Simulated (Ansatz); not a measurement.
**Rb2LiVO4 (Cmc2_1): given cell or relaxed cell?**

Wanted: the change of the gap of Rb2LiVO4 (Cmc2_1) on relaxing cell and ions.

Program: Ansatz 0.2.0. Level of theory: r2SCAN, HSE06 and G0W0, plane waves, PAW. Results are calculated unless marked as measured.

**The experiments to reproduce.**

- Gap 3.8 eV: optical gap from diffuse reflectance; UV-vis-NIR diffuse reflectance; powder (polycrystalline, solid-state reaction) (“Growth, Properties, and Theoretical Analysis of M2LiVO4 (M = Rb, Cs) Crystals: Two Potential Mid-Infrared Nonlinear Optical Materials”, 2017, pmc:5432528).

This is a report of a sequence of runs, with most program output left out.

**1. Set-up**

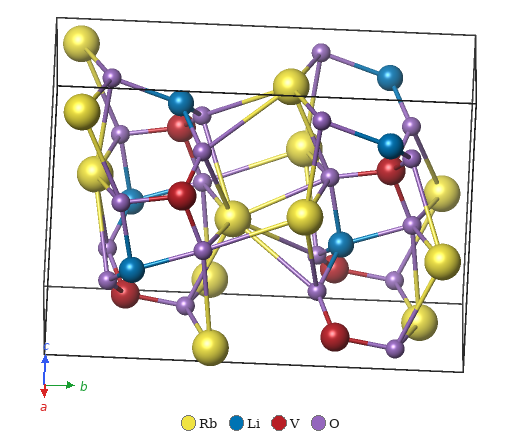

The starting structure, seen slightly off an axis (rubidium yellow, lithium blue, vanadium red, oxygen purple). This picture shows the conventional cell, with its axes. Some periodic images of atoms are drawn too.

The cell and positions come from the Crystallography Open Database and are kept as given unless a step says otherwise.

**2. r2SCAN bands at the given cell**

The cheap functional maps the bands first; the places of the edges decide which points the dearer methods must see.

This step: DFT, r2SCAN, plane waves, PAW; PAW set soft_1.

Input file input.yaml:

```yaml
crystal:
  lattice:
    - [2.9395, -5.8505, 0.0]
    - [2.9395, 5.8505, 0.0]
    - [0.0, 0.0, 7.933]
  atoms:
    - { symbol: Rb, position: [0.605, 0.395, 0.9488] }
    - { symbol: Rb, position: [0.395, 0.605, 0.4488] }
    - { symbol: Rb, position: [0.0617, 0.9383, 0.5932] }
    - { symbol: Rb, position: [0.9383, 0.0617, 0.0932] }
    - { symbol: Li, position: [0.1989, 0.8011, 0.1716] }
    - { symbol: Li, position: [0.8011, 0.1989, 0.6716] }
    - { symbol: V, position: [0.6905, 0.3095, 0.3894] }
    - { symbol: V, position: [0.3095, 0.6905, 0.8894] }
    - { symbol: O, position: [0.4087, 0.1191, 0.2817] }
    - { symbol: O, position: [0.5913, 0.8809, 0.7817] }
    - { symbol: O, position: [0.8809, 0.5913, 0.2817] }
    - { symbol: O, position: [0.1191, 0.4087, 0.7817] }
    - { symbol: O, position: [0.634, 0.366, 0.5887] }
    - { symbol: O, position: [0.366, 0.634, 0.0887] }
    - { symbol: O, position: [0.835, 0.165, 0.4236] }
    - { symbol: O, position: [0.165, 0.835, 0.9236] }
kpoints:
  mp_grid: { grid: [4, 4, 4] }
  band_path:
    path:
      - [[0.0, 0.0, 0.0], [-0.5, 0.5, 0.0], [-0.68688959, 0.31311041, 0.0]]
      - [[-0.31311041, -0.31311041, 0.0], [0.0, 0.0, 0.0], [0.0, 0.0, -0.5], [-0.31311041, -0.31311041, -0.5]]
      - [[-0.68688959, 0.31311041, -0.5], [-0.5, 0.5, -0.5], [-0.5, 0.5, 0.0]]
      - [[0.0, 0.0, 0.0], [-0.5, 0.0, 0.0], [-0.5, 0.0, -0.5], [0.0, 0.0, -0.5], [-0.5, 0.5, -0.5]]
    npoints: 10
hamiltonian:
  xc: r2scan
  pseudopotentials: { kind: paw, azcp: { folder: soft_1 } }
scf:
  occupations: { method: fermi_dirac, width: 0.02 }
  n_extra_bands: 9
output:
  eigenvalues: true
  forces: true
  stress: true
```

Run with:

```
$ ansatz run input.yaml --threads 24 --pin off --max-ram 82944MiB --backend cuda --events-out ev --progress --plain --runs-dir out --devices 1 --max-vram 78GiB
```

Run time: 3.1 s. Hardware: 1 × NVIDIA GB200 (shared by 2 runs) with 24 threads of Arm Neoverse V2, shared host; peak memory 1.3 GiB.

This step gave:

```yaml
pressure: -0.6051 GPa
filled_bands: 58
gap: 4.354 eV
valence_top_at: Y
conduction_bottom_at: S
least_direct_gap: 4.427 eV
```

The gap is indirect, with the least direct gap 0.07 eV higher.

**3. Relaxing cell and ions**

Gaps follow bond lengths, so the structure is brought to rest first.

input.yaml, the sections that differ from step 2:

```yaml
kpoints:
  mp_grid: { grid: [4, 4, 4] }
scf:
  occupations: { method: fermi_dirac, width: 0.02 }
relax:
  f_tol: 0.01
  max_steps: 60
  cell: {}
# crystal, hamiltonian: as in step 2
# output: removed
```

Run time: 4.9 s. Hardware: 1 × NVIDIA GB200 (shared by 2 runs) with 24 threads; peak memory 1.1 GiB; 39 s of CPU time.

Step by step:

| step | energy less that of the first step (eV) | largest force component (eV/Å) | pressure (GPa) | volume (Å³) |
| --- | --- | --- | --- | --- |
| 1 | 0.0000 | 0.3779 | -0.61 | 272.86 |
| 2 | -0.0188 | 0.1058 | -0.11 | 269.38 |
| 3 | -0.0217 | 0.0413 | -0.01 | 269.74 |
| 4 | -0.0225 | 0.0227 | 0.02 | 269.45 |
| 5 | -0.0227 | 0.0036 | 0.00 | 269.49 |
| 6 | -0.0213 | 0.0035 | 0.00 | 269.49 |

The log counts 1 steps on a newly chosen plane-wave basis, not all of them marked here; energy and pressure can jump at such steps.

The run keeps the 4 symmetry operations that it works with, so distortions that break them were not tested.

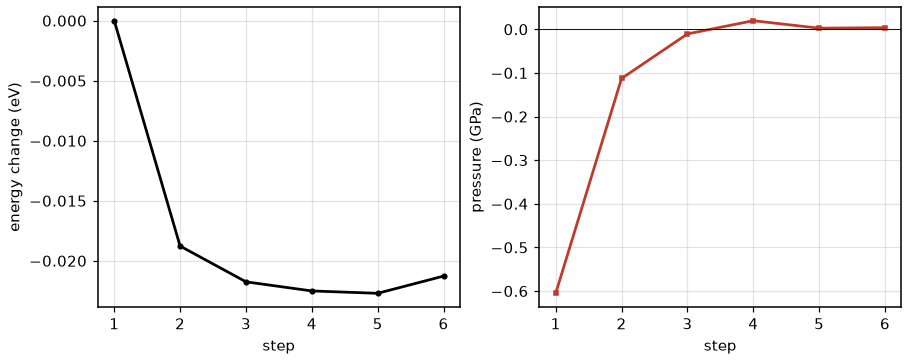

Energy and pressure along the relaxation.

| conventional cell, symmetrised | before | after | change |
| --- | --- | --- | --- |
| a (Å) | 5.879 | 5.854 | -0.4 % |
| b (Å) | 11.701 | 11.695 | -0.1 % |
| c (Å) | 7.933 | 7.873 | -0.8 % |
| volume (Å³/atom) | 17.05 | 16.84 | -1.2 % |

The atoms that moved most (Å, as changes of fractional coordinates times the final cell):

| atom | dx | dy | dz | length |
| --- | --- | --- | --- | --- |
| Li6 | 0.000 | 0.025 | -0.003 | 0.025 |
| Li5 | 0.000 | -0.025 | -0.003 | 0.025 |
| Rb3 | 0.000 | -0.001 | -0.024 | 0.024 |
| Rb4 | 0.000 | 0.001 | -0.024 | 0.024 |
| O12 | -0.015 | 0.016 | 0.008 | 0.024 |
| O9 | -0.015 | -0.016 | 0.008 | 0.024 |
| O10 | 0.015 | 0.016 | 0.008 | 0.024 |
| O11 | 0.015 | -0.016 | 0.008 | 0.024 |

**4. r2SCAN at the relaxed cell**

Input file input.yaml:

```yaml
crystal:
  lattice:
    - [2.9271502974, -5.8473110039, 0.0]
    - [2.9271502974, 5.8473110039, 0.0]
    - [0.0, 0.0, 7.8725401419]
  atoms:
    - { symbol: Rb, position: [0.604827885, 0.395172115, 0.9500220966] }
    - { symbol: Rb, position: [0.395172115, 0.604827885, 0.4500220966] }
    - { symbol: Rb, position: [0.061755282, 0.938244718, 0.5901146234] }
    - { symbol: Rb, position: [0.938244718, 0.061755282, 0.0901146234] }
    - { symbol: Li, position: [0.2010688921, 0.7989311079, 0.1712807988] }
    - { symbol: Li, position: [0.7989311079, 0.2010688921, 0.6712807988] }
    - { symbol: V, position: [0.6907308404, 0.3092691596, 0.389254231] }
    - { symbol: V, position: [0.3092691596, 0.6907308404, 0.889254231] }
    - { symbol: O, position: [0.4075765761, 0.1151624225, 0.2827479534] }
    - { symbol: O, position: [0.5924234239, 0.8848375775, 0.7827479534] }
    - { symbol: O, position: [0.8848375775, 0.5924234239, 0.2827479534] }
    - { symbol: O, position: [0.1151624225, 0.4075765761, 0.7827479534] }
    - { symbol: O, position: [0.634503841, 0.365496159, 0.5900018493] }
    - { symbol: O, position: [0.365496159, 0.634503841, 0.0900018493] }
    - { symbol: O, position: [0.8359111761, 0.1640888239, 0.4225304941] }
    - { symbol: O, position: [0.1640888239, 0.8359111761, 0.9225304941] }
kpoints:
  mp_grid: { grid: [4, 4, 4] }
  band_path:
    path:
      - [[0.0, 0.0, 0.0], [-0.5, 0.5, 0.0], [-0.68688959, 0.31311041, 0.0]]
      - [[-0.31311041, -0.31311041, 0.0], [0.0, 0.0, 0.0], [0.0, 0.0, -0.5], [-0.31311041, -0.31311041, -0.5]]
      - [[-0.68688959, 0.31311041, -0.5], [-0.5, 0.5, -0.5], [-0.5, 0.5, 0.0]]
      - [[0.0, 0.0, 0.0], [-0.5, 0.0, 0.0], [-0.5, 0.0, -0.5], [0.0, 0.0, -0.5], [-0.5, 0.5, -0.5]]
    npoints: 10
hamiltonian:
  xc: r2scan
  pseudopotentials: { kind: paw, azcp: { folder: soft_1 } }
scf:
  occupations: { method: fermi_dirac, width: 0.02 }
  n_extra_bands: 9
output:
  eigenvalues: true
  forces: true
  stress: true
```

The job ended after 2.6 s (1 × NVIDIA GB200 (shared by 2 runs) with 24 threads; peak memory 1.2 GiB).

Numbers from this step:

```
pressure             : 0.003747 GPa
gap                  : 4.402 eV
valence top at       : Y
conduction bottom at : S
least direct gap     : 4.452 eV
```

The gap is indirect, with the least direct gap 0.05 eV higher.

**5. HSE06 at the relaxed cell**

The screened hybrid is the usual rung above semilocal functionals: a quarter of exact exchange, cut off beyond a few ångström.

This step: DFT, HSE06, plane waves, PAW; PAW set soft_1.

input.yaml, as its differences from that of step 4:

```diff
@@ -23,15 +23,20 @@
 kpoints:
-  mp_grid: { grid: [4, 4, 4] }
+  mp_grid: { grid: [4, 4, 2] }
   band_path:
     path:
-      - [[0.0, 0.0, 0.0], [-0.5, 0.5, 0.0], [-0.68688959, 0.31311041, 0.0]]
-      - [[-0.31311041, -0.31311041, 0.0], [0.0, 0.0, 0.0], [0.0, 0.0, -0.5], [-0.31311041, -0.31311041, -0.5]]
-      - [[-0.68688959, 0.31311041, -0.5], [-0.5, 0.5, -0.5], [-0.5, 0.5, 0.0]]
-      - [[0.0, 0.0, 0.0], [-0.5, 0.0, 0.0], [-0.5, 0.0, -0.5], [0.0, 0.0, -0.5], [-0.5, 0.5, -0.5]]
-    npoints: 10
+      - [0.0, 0.0, 0.0]
+      - [-0.5, 0.5, 0.0]
+      - [-0.68688959, 0.31311041, 0.0]
+      - [-0.31311041, -0.31311041, 0.0]
+      - [0.0, 0.0, -0.5]
+      - [-0.31311041, -0.31311041, -0.5]
+      - [-0.68688959, 0.31311041, -0.5]
+      - [-0.5, 0.5, -0.5]
+      - [-0.5, 0.0, 0.0]
+    npoints: 1
 hamiltonian:
-  xc: r2scan
+  xc: hse06
   pseudopotentials: { kind: paw, azcp: { folder: soft_1 } }
 scf:
-  occupations: { method: fermi_dirac, width: 0.02 }
+  occupations: { method: fixed }
   n_extra_bands: 9
@@ -39,3 +44 @@
   eigenvalues: true
-  forces: true
-  stress: true
```

Run time: 13 s. Hardware: 1 × NVIDIA GB200 (shared by 2 runs) with 24 threads; peak memory 2 GiB; 2.3 min of CPU time.

This step gave:

* gap: 5.637 eV
* valence top at: Y
* conduction bottom at: k = (-0.500, 0.000, 0.000)
* least direct gap: 5.695 eV

The gap stands +1.24 eV against r2SCAN.

**6. G0W0 at the relaxed cell**

Now the one-shot GW correction: screening in the RPA, then the self-energy of the levels asked for. This step takes PAW set soft_1 files.

This step: G0W0 on r2SCAN, plane waves, PAW; PAW set soft_1.

input.yaml, as its differences from that of step 5:

```diff
@@ -24,16 +24,4 @@
   mp_grid: { grid: [4, 4, 2] }
-  band_path:
-    path:
-      - [0.0, 0.0, 0.0]
-      - [-0.5, 0.5, 0.0]
-      - [-0.68688959, 0.31311041, 0.0]
-      - [-0.31311041, -0.31311041, 0.0]
-      - [0.0, 0.0, -0.5]
-      - [-0.31311041, -0.31311041, -0.5]
-      - [-0.68688959, 0.31311041, -0.5]
-      - [-0.5, 0.5, -0.5]
-      - [-0.5, 0.0, 0.0]
-    npoints: 1
 hamiltonian:
-  xc: hse06
+  xc: r2scan
   pseudopotentials: { kind: paw, azcp: { folder: soft_1 } }
@@ -41,4 +29,7 @@
   occupations: { method: fixed }
-  n_extra_bands: 9
-output:
-  eigenvalues: true
+gw:
+  n_empty_bands: 421
+  ecut_chi: 78
+  qp_bands: [v4, c4]
+  qp_kpoints: band_edges
+  screening: { model: contour_deformation }
```

Wall time 16 s (1 × NVIDIA GB200 (shared by 2 runs) with 24 threads); peak memory 3.6 GiB; 56 s of CPU time.

This step gave:

```yaml
bands_summed: 479
rpa_eps_infinity_on_this_mesh_eigenvalues: 2.537, 2.599, 2.619
plane_waves_in_the_screening_matrix: 419
g0w0_gap_on_the_mesh: 7.106 eV
k_of_the_valence_top: -0.5, -0.5, 0
k_of_the_conduction_bottom: 0, -0.5, 0
starting_gap_on_the_mesh: 4.402 eV
least_direct_g0w0_gap_on_the_computed_points: 7.198 eV
```

The gap on the mesh goes from 4.40 eV to 7.11 eV, a correction of +2.70 eV. Between the two edge states, bare exchange in place of the xc potential would open the gap by 12.27 eV, and correlation takes back 9.57 eV.

**7. G0W0 at the given cell**

Input file input.yaml:

```yaml
crystal:
  lattice:
    - [2.9395, -5.8505, 0.0]
    - [2.9395, 5.8505, 0.0]
    - [0.0, 0.0, 7.933]
  atoms:
    - { symbol: Rb, position: [0.605, 0.395, 0.9488] }
    - { symbol: Rb, position: [0.395, 0.605, 0.4488] }
    - { symbol: Rb, position: [0.0617, 0.9383, 0.5932] }
    - { symbol: Rb, position: [0.9383, 0.0617, 0.0932] }
    - { symbol: Li, position: [0.1989, 0.8011, 0.1716] }
    - { symbol: Li, position: [0.8011, 0.1989, 0.6716] }
    - { symbol: V, position: [0.6905, 0.3095, 0.3894] }
    - { symbol: V, position: [0.3095, 0.6905, 0.8894] }
    - { symbol: O, position: [0.4087, 0.1191, 0.2817] }
    - { symbol: O, position: [0.5913, 0.8809, 0.7817] }
    - { symbol: O, position: [0.8809, 0.5913, 0.2817] }
    - { symbol: O, position: [0.1191, 0.4087, 0.7817] }
    - { symbol: O, position: [0.634, 0.366, 0.5887] }
    - { symbol: O, position: [0.366, 0.634, 0.0887] }
    - { symbol: O, position: [0.835, 0.165, 0.4236] }
    - { symbol: O, position: [0.165, 0.835, 0.9236] }
kpoints:
  mp_grid: { grid: [4, 4, 2] }
hamiltonian:
  xc: r2scan
  pseudopotentials: { kind: paw, azcp: { folder: soft_1 } }
scf:
  occupations: { method: fixed }
gw:
  n_empty_bands: 426
  ecut_chi: 78
  qp_bands: [v4, c4]
  qp_kpoints: band_edges
  screening: { model: contour_deformation }
```

It took 17 s on 1 × NVIDIA GB200 (shared by 2 runs) with 24 threads; peak memory 3.7 GiB; 63 s of CPU time.

Numbers from this step:

| Quantity | Value |
| --- | --- |
| bands summed | 484 |
| RPA ε∞ on this mesh (eigenvalues) | 2.523, 2.577, 2.612 |
| plane waves in the screening matrix | 431 |
| G0W0 gap on the mesh | 7.056 eV |
| k of the valence top | -0.5, -0.5, 0 |
| k of the conduction bottom | 0, -0.5, 0 |
| starting gap on the mesh | 4.354 eV |
| least direct G0W0 gap on the computed points | 7.173 eV |

The gap on the mesh goes from 4.35 eV to 7.06 eV, a correction of +2.70 eV. Between the two edge states, bare exchange in place of the xc potential would open the gap by 12.25 eV, and correlation takes back 9.55 eV.

**8. Together**

G0W0 rows are gaps on the mesh, lowered by the amount that the mesh misses the start's edges, a rough step that assumes the same correction there.

| level | given cell (eV) | relaxed cell (eV) | change (eV) |
| --- | --- | --- | --- |
| r2SCAN | 4.35 | 4.40 | +0.05 |
| HSE06 | - | 5.64 | - |
| G0W0@r2SCAN | 7.06 | 7.11 | +0.05 |

**9. What came out**

* volume change: −1.2 %
* r2SCAN, given cell: 4.35 eV
* r2SCAN, relaxed cell: 4.40 eV
* HSE06, relaxed cell: 5.64 eV
* G0W0@r2SCAN, relaxed cell: 7.11 eV
* G0W0@r2SCAN, given cell: 7.06 eV
* known limits: not at the basis limit; no spin polarisation; d states lean on the start; no spin-orbit coupling; coarse k mesh

What this shows: Relaxation changes the volume by −1.2 % and the gap by +0.05 eV (r2SCAN) and +0.05 eV (G0W0@r2SCAN). Against experiment, by G0W0@r2SCAN at the given cell: the gap of 7.06 eV lies +3.26 eV from the measured 3.8 eV (optical, 2017). An exciton line or allowed optical edge lies below the quasiparticle gap by the binding energy; a forbidden edge can push the onset above it. The calculation has static nuclei and no excitons; a measured gap holds zero-point and thermal motion, which mostly lowers it. A miss this large is more than these effects usually give: tightly bound excitons can cover part of it, absorption edges of powders and films often read low, and no run here tells these apart. Bands and cutoff are finite, so the gap is not at the basis limit. The miss can reach some tenths of an eV and take either sign; the mesh is an error of its own. The 4×4×2 mesh is coarse for this cell (its supercell is 16 Å along the shortest edge). The RPA ε∞ on it, from the r2SCAN start, is 2.52, 2.58 and 2.61; such meshes misread the long-range screening, most where the gap is narrow. The runs have no spin polarisation. For a closed low-spin shell that is the natural state; where a d or f shell is open it is a constraint, and the gap is then not the crystal's own. With d states at the gap, one-shot GW leans hard on its start. The many-body steps are scalar-relativistic: spin-orbit coupling is not in them.

[Paths, hosts, dates, memory and timing lines, banners, echoed tables and standing remarks are left out of the program output.]

[Logs are printed without paths, hosts, clocks, repeated set-up lines and the standing remarks that a program may print on its own settings, such as how far it seeks lower states.]

[Runs of the session that timed out or met a known fault of the program may be left out.]

[Cells called generated may have been cut or substituted from an entry of the Crystallography Open Database or the Materials Project.]

[No measured gap is set beside runs whose start may be inverted or whose files or cutoffs have a known fault.]

[Hosts, paths, dates, database ids (printed as entryN), source tags and the programs' standing remarks are cut or masked in the printed files.]
